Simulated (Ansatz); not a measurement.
A periodic structure is given below.

```yaml
crystal:
  lattice:
    - [5.24709, 0.00000, 0.00000]
    - [0.00000, 9.55109, 0.00000]
    - [0.00000, 0.00000, 8.88461]
  atoms:
    - { symbol: Si, position: [0.00000, 0.08459, 0.84483] }
    - { symbol: Si, position: [0.50000, 0.08459, 0.65517] }
    - { symbol: Si, position: [0.00000, 0.91541, 0.15517] }
    - { symbol: Si, position: [0.50000, 0.91541, 0.34483] }
    - { symbol: O, position: [0.50000, 0.75000, 0.38070] }
    - { symbol: O, position: [0.50000, 0.25000, 0.61930] }
    - { symbol: O, position: [0.75000, 0.04283, 0.75000] }
    - { symbol: O, position: [0.75000, 0.95717, 0.25000] }
    - { symbol: O, position: [0.25000, 0.95717, 0.25000] }
    - { symbol: O, position: [0.25000, 0.04283, 0.75000] }
    - { symbol: O, position: [0.00000, 0.00000, 0.00000] }
    - { symbol: O, position: [0.50000, 0.00000, 0.50000] }
    - { symbol: Si, position: [0.50000, 0.58459, 0.34483] }
    - { symbol: Si, position: [0.00000, 0.58459, 0.15517] }
    - { symbol: Si, position: [0.50000, 0.41541, 0.65517] }
    - { symbol: Si, position: [0.00000, 0.41541, 0.84483] }
    - { symbol: O, position: [0.00000, 0.25000, 0.88070] }
    - { symbol: O, position: [0.00000, 0.75000, 0.11930] }
    - { symbol: O, position: [0.25000, 0.54283, 0.25000] }
    - { symbol: O, position: [0.25000, 0.45717, 0.75000] }
    - { symbol: O, position: [0.75000, 0.45717, 0.75000] }
    - { symbol: O, position: [0.75000, 0.54283, 0.25000] }
    - { symbol: O, position: [0.50000, 0.50000, 0.50000] }
    - { symbol: O, position: [0.00000, 0.50000, 0.00000] }
```

Q: What does this file describe?

A: The formula is SiO2. Space group: Imma (No. 74). Lattice: body-centred orthorhombic. Cell content 8 Si, 16 O; Z = 8. Si is linked to four O in a tetrahedral arrangement at 1.60 to 1.61 Å. Each O atom is coordinated by two Si at 1.60 to 1.61 Å. The bonds build a three-dimensional framework.

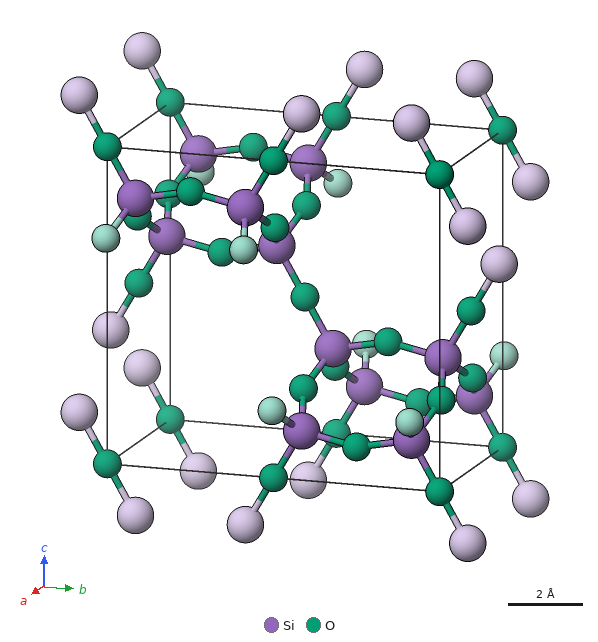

The image is a ball-and-stick drawing of a crystal, viewed slightly off an axis. The conventional unit cell is outlined; an atom on or near a face, edge or corner is repeated at each equivalent position. Bonded atoms from the next cells complete the picture, in fainter colours. Colours: silicon purple, oxygen teal.

The structure was taken from a structure listed in the Materials Project. Earlier steps of the study, as a rule a relaxation of our own, may have changed the cell and positions, so they can lie some per cent off the listed ones. A calculation with Ansatz used it as input.
